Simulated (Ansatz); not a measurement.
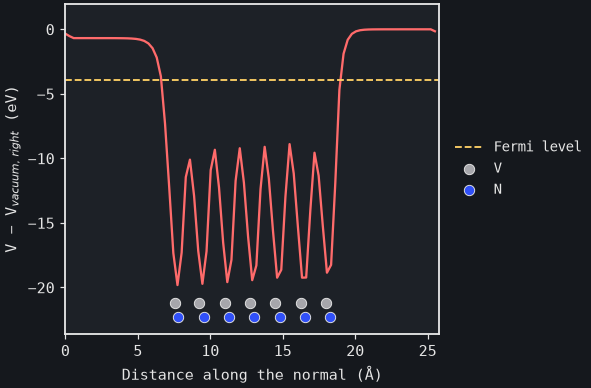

Write a caption with the findings.

Plane-averaged electrostatic potential energy of an electron across the slab; circles at the bottom mark the heights of the atoms (positions after relaxation). System: a (101) slab cut from VN (P-6m2), ended by N above and V below, 14 atoms in the cell. Ansatz 0.2.0; DFT PBEsol, scalar-relativistic, plane waves, PAW, no spin polarisation, 14×10×1 k mesh, Gaussian smearing of 0.1 eV.

The work function is 3.95 eV at the right face and 3.27 eV at the left. The vacuum level is 0.68 eV higher at the right than at the left, so the slab carries a dipole along its normal; the ramp in the vacuum, at or near the edge of the plot, is the dipole correction that keeps each side flat. The outermost atoms are 10.7 Å apart, which leaves 15.1 Å of vacuum in a cell 25.8 Å high.

The run has no spin polarisation, so a magnetic state may lie lower.
